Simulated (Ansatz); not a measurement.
TiPt3

```
CELL_PARAMETERS angstrom
3.90978 0.00000 0.00000
0.00000 3.90978 0.00000
0.00000 0.00000 3.90978
ATOMIC_POSITIONS crystal
Ti 0.00000 0.00000 0.00000
Pt 0.00000 0.50000 0.50000
Pt 0.50000 0.00000 0.50000
Pt 0.50000 0.50000 0.00000
```

Space group Pm-3m; computed pressure about 7 GPa in this cell; computed without spin polarisation.

These are results of DFT, PAW plane waves, PBE in Ansatz, not measurements.

Question: What can the converged valence pseudo-density and electron localisation function tell about the bonding?

Answer: Ti–Pt (2.76 Å): ρ is about 0.31 e/Å³ halfway, with its minimum of 0.27 e/Å³ about 1.2 Å from Ti; the ELF is about 0.30 at the midpoint.
Pt–Pt (2.76 Å): the density is about 0.4 e/Å³ at the midpoint; the ELF is about 0.30 at the midpoint: no shared electron pair shows on this line.
Bader's partition of the density gives Ti +1.59 and Pt −0.53 e.

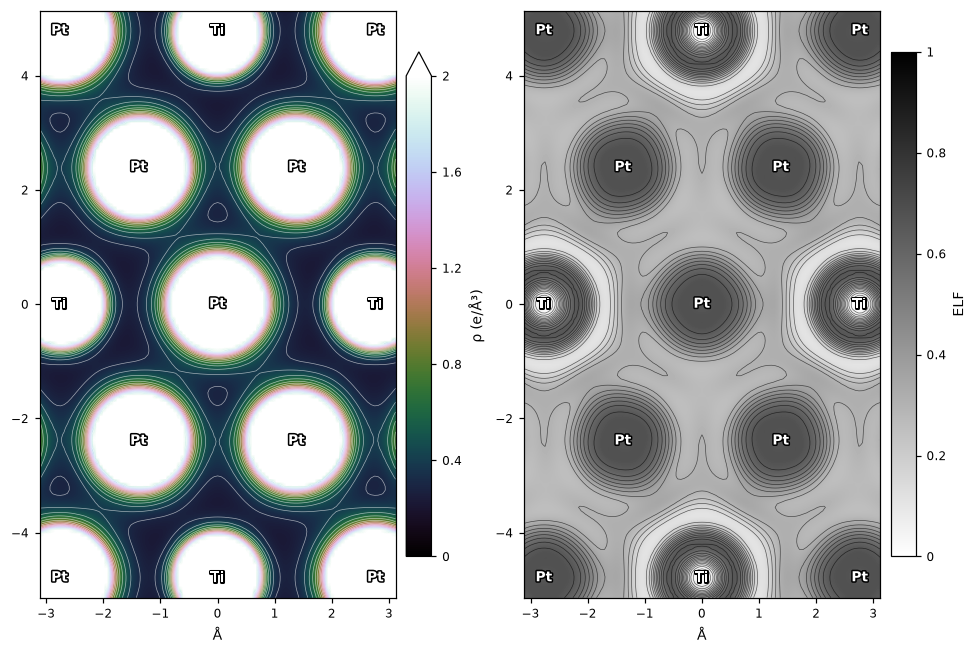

Computed valence pseudo-density and electron localisation function on the (111) plane of the conventional cell, in this order. 

In a PAW calculation such maps are meaningful between the atoms, not at the nuclei.
